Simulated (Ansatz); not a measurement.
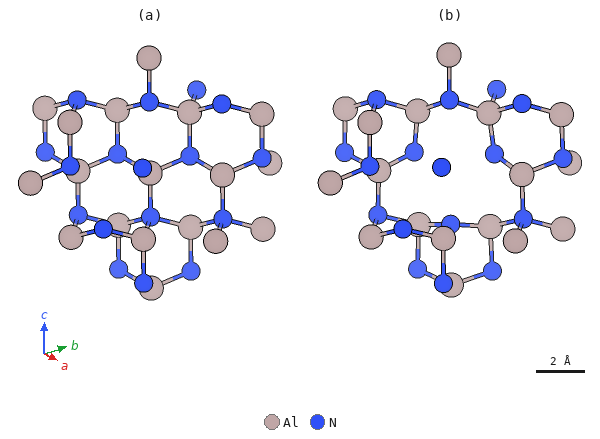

Left: perfect AlN. Right: the same region with one point defect, after relaxing the atoms in a supercell of 96 sites. A ball-and-stick model of the atoms within 5.4 Å of one point, in a slice 4.2 Å thick across the line of sight, seen slightly off an axis.

Method: DFT, PBEsol, PAW, plane waves in Ansatz 0.2.0. Set-up: plane-wave cutoff 420 eV; k-point mesh 1 × 1 × 1; mesh shifted by (0.25, 0.25, 0.25); no spin polarisation. Fermi-Dirac smearing of 0.01 eV. A uniform background neutralises the charged cell. The axes drawn are those of the host's conventional cell.

**Which defect is it?**

An aluminium atom is taken out (a vacancy).

The charge state of the cell is −3.

**What does the relaxation do around it?**

Around the empty Al site the host had 4 N at 1.89 to 1.90 Å; after relaxation the nearest atoms are 4 N at 2.08 to 2.22 Å. Of the host's atoms, a nitrogen atom moves furthest from its site, by 0.31 Å.

Limits of the set-up: the cell is charged, on a uniform background, and energies carry no finite-size correction.
